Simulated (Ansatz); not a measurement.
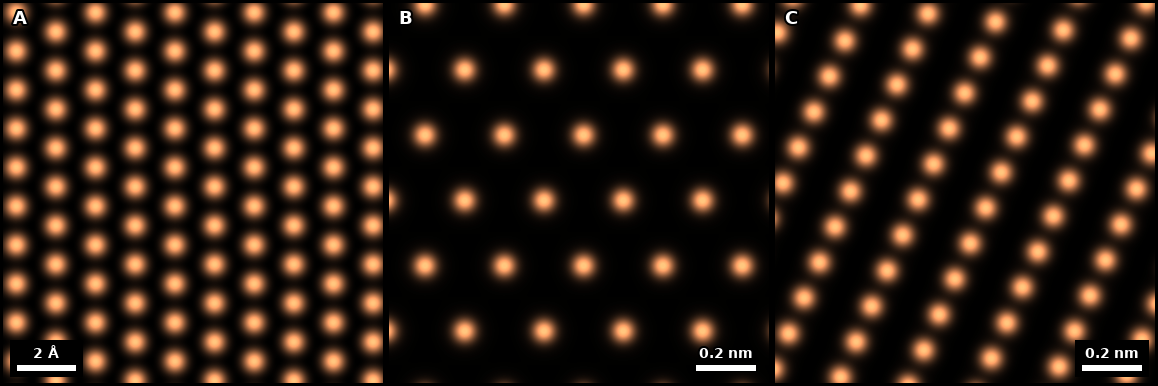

Three views of Mo (Fddd, No. 70) along different zone axes. The image is simulated as a sum over atoms of Z^1.7, blurred by a 0.61 Å probe (no channelling). The probe carries 25 % of its weight in a tail 2.5 times as wide. Atomic positions: the geometry given to an electronic-structure calculation, possibly off equilibrium; the starting structure was generated, so it need not be a known form of this composition.

```cif
data_structure
_symmetry_space_group_name_H-M 'Fddd:1'
_symmetry_Int_Tables_number 70
_cell_length_a 2.6530
_cell_length_b 5.4250
_cell_length_c 8.9361
_cell_angle_alpha 90.000
_cell_angle_beta 90.000
_cell_angle_gamma 90.000
_cell_volume 128.61
loop_
_atom_site_label
_atom_site_type_symbol
_atom_site_symmetry_multiplicity
_atom_site_Wyckoff_symbol
_atom_site_fract_x
_atom_site_fract_y
_atom_site_fract_z
_atom_site_occupancy
Mo1 Mo 8 b 0.75000 0.75000 0.75000 1
```

Match the panels to the zone axes [001], [010] and [100].

Answer. A is [001]: projected cell 1.33 × 1.51 Å, 116°, plane group c2mm. B is [100]: projected cell 2.61 × 2.61 Å, 117°. C is [010]: projected cell 1.33 × 2.33 Å, 107°, plane group c2mm.
